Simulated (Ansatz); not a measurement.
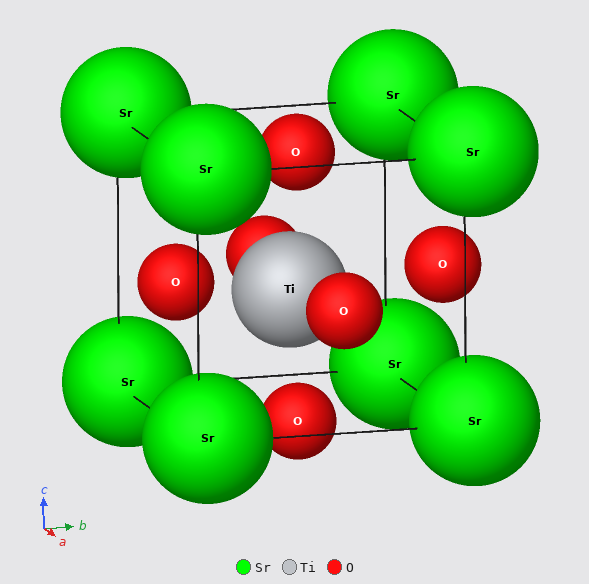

The figure gives a spheres-only picture of the atoms, viewed slightly off an axis. The simulation cell is outlined; an atom on or near a face, edge or corner is repeated at each equivalent position. A few atoms beyond the faces are included.

```yaml
crystal:
  lattice:
    - [3.92077, -0.02048, -0.03729]
    - [-0.02048, 3.98852, -0.00236]
    - [-0.03729, -0.00236, 3.90997]
  atoms:
    - { symbol: Sr, position: [0.95254, 0.04638, 0.00377] }
    - { symbol: Ti, position: [0.48420, 0.49673, 0.42876] }
    - { symbol: O, position: [0.04312, 0.53427, 0.46491] }
    - { symbol: O, position: [0.50542, 0.06405, 0.48902] }
    - { symbol: O, position: [0.51448, 0.51570, 0.94442] }
```

Results below were computed with DFT, PAW plane waves, r2SCAN (Ansatz 0.2.0); the settings were a basis cut at 500 eV, a 5×5×5 k-point mesh, Fermi-Dirac smearing of 0.1 eV, collinear spins.

Q: Predict the Bader charges.

A: Sr +1.62 e; Ti +2.27 e; O -1.33 to -1.28 e.

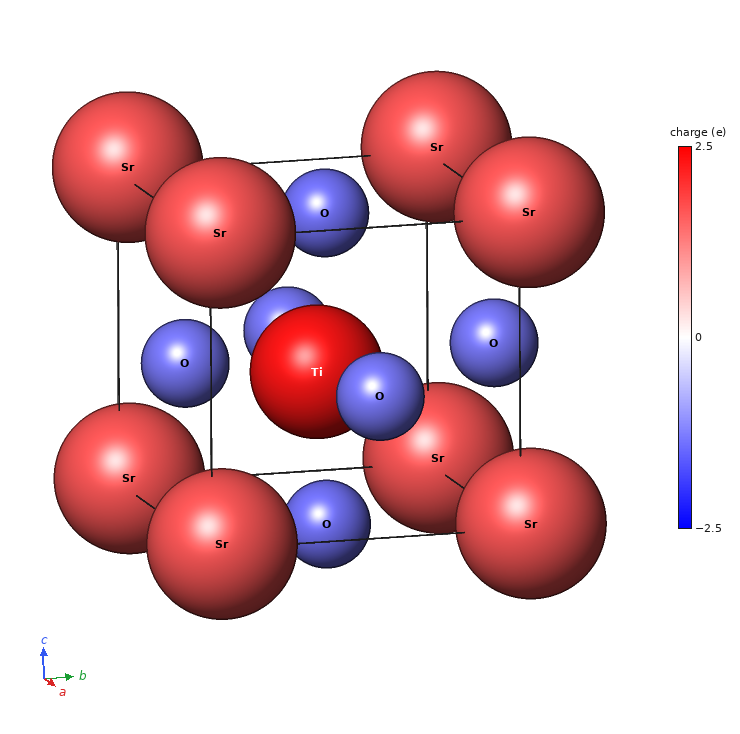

The atoms coloured by those charges.

Provenance: a known structure type with the cell strained and the atoms shaken on purpose; not relaxed. It was the input of a calculation with Ansatz.

At this level of theory the cell isn't at rest (compressed, at 7 GPa and forces up to 2.8 eV/Å), so its distances can differ from those at equilibrium, the more so the softer the solid.
